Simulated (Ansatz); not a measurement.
Mg

The calculation's input:

```
crystal:
  lattice:
    - [-1.7727644967, 1.7727644967, 1.7727644967]
    - [1.7727644967, -1.7727644967, 1.7727644967]
    - [1.7727644967, 1.7727644967, -1.7727644967]
  atoms:
    - { symbol: Mg, position: [0.0, 0.0, 0.0] }
basis:
  ecutwfc: 420
kpoints:
  mp_grid: { grid: [14, 14, 14] }
hamiltonian:
  xc: pbe
scf:
  occupations: { method: gaussian, width: 0.1 }
output:
  forces: true
  stress: true
  eigenvalues: true
  write_density: true
  write_potential: true
  elf: true
  volumetric_format: npy
relax:
  adjacent_minimum: "off"
  f_tol: 0.02
  max_steps: 70
  cell: { stress_tol: 0.1 }
```

Launched as:

```sh
ansatz run input.yaml --threads 2 --pin off --max-ram 5120MiB --backend cpu --events-out ev --progress --plain --runs-dir out
```

Below, planes, directions and counts refer to the conventional cell (a = 3.58 Å, b = 3.58 Å, c = 3.58 Å, α = 90.00°, β = 90.00°, γ = 90.00°).

The fields are those of the relaxed geometry.

Space group Im-3m; a structure from a database of computed crystals, not necessarily the ambient phase.

The calculation used Ansatz, DFT PBE, scalar-relativistic, plane waves, PAW.

Question: What can the converged valence pseudo-density and electron localisation function tell about the bonding?

Answer: Mg–Mg (3.10 Å): the density is about 0.1 e/Å³ at the midpoint; the ELF reaches about 0.55 near the midpoint.

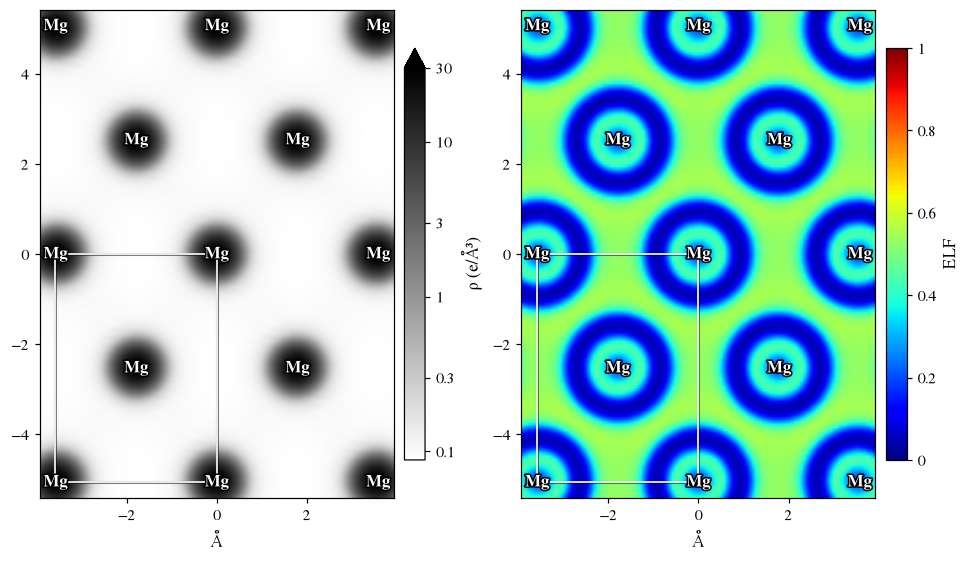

Computed valence pseudo-density and electron localisation function on the (101̄) plane of the conventional cell, in this order. 

In a PAW calculation such maps are meaningful between the atoms, not at the nuclei.
